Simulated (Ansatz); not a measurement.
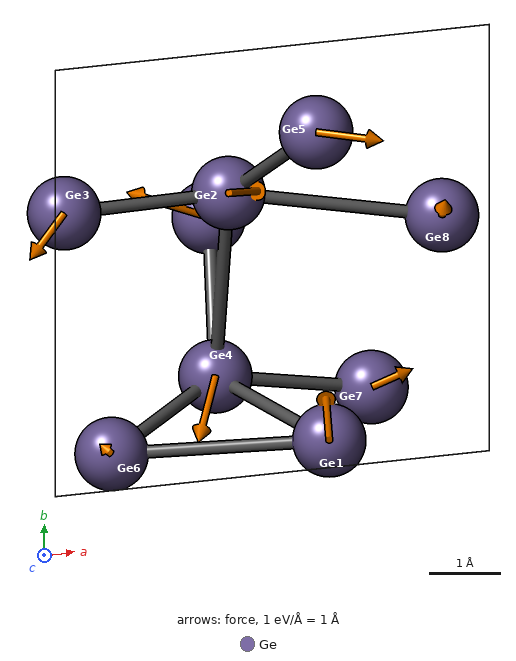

Starting geometry of an amorphous cell of composition Ge (coarse preliminary run) with the computed forces as orange arrows. The picture is a ball-and-stick view of the cell of the calculation, seen along the c axis.

Case: atoms packed at random at 1.08 times the crystal's volume.

The calculation used Ansatz 0.2.0, DFT PBE, scalar-relativistic, plane waves, PAW. Set-up: plane-wave cutoff 420 eV; k-point mesh 2 × 2 × 2; occupations gaussian; smearing width 0.1 eV; mesh shifted by (0.5, 0.5, 0.5); no spin polarisation; cell and atoms relaxed; force threshold 0.04 eV/Å; at most 70 steps.

Q: What follows when this structure is relaxed?

A: It isn't relaxed: the largest force vector, on a Ge atom, is 1.38 eV/Å. The final displacements follow the starting forces only in part (cosine between the two patterns 0.33). After 26 accepted moves (30 points after the start) the energy has fallen by 422 meV per atom. Largest force component: 1.1 eV/Å at the start, 0.01 eV/Å at the end. The pressure goes from −2.75 to −0.11 GPa. The line search rejected the trial steps at points 16, 26, 28 of the run. At 1 point the geometry stayed and the basis and grid were re-selected for the new cell (energy shift of 1.0 meV per atom at most each time). The largest move relative to the cell is that of a Ge atom, 1.91 Å along [−1 −1 0]. Cell: a 6.260 → 5.545 Å (−11.4 %), b 6.064 → 5.576 Å (−8.0 %), c 6.228 → 5.541 Å (−11.0 %), α 93.7° → 92.4°, β 81.9° → 93.0°, γ 84.5° → 84.8°. Volume −26.7 %. Near-neighbour distances that change, for instance: Ge–Ge 6.373 → 3.226 Å, Ge–Ge 5.225 → 2.803 Å, Ge–Ge 5.345 → 3.085 Å, Ge–Ge 4.936 → 2.809 Å. New bonds form: Ge–Ge (3.52 → 2.78 Å). Bond angles that change, for instance: Ge–Ge–Ge 128.6° → 79.2°, Ge–Ge–Ge 110.7° → 76.1°, Ge–Ge–Ge 75.8° → 107.9°. Cost: 2 min on 2 threads of Arm Neoverse V2 (shared host), peak memory 0.51 GiB.

Limits of the set-up: the k-point mesh is coarse for a cell with partly filled bands; the periodic images lie only 6.1 Å apart, so the values are limited by the cell's size.
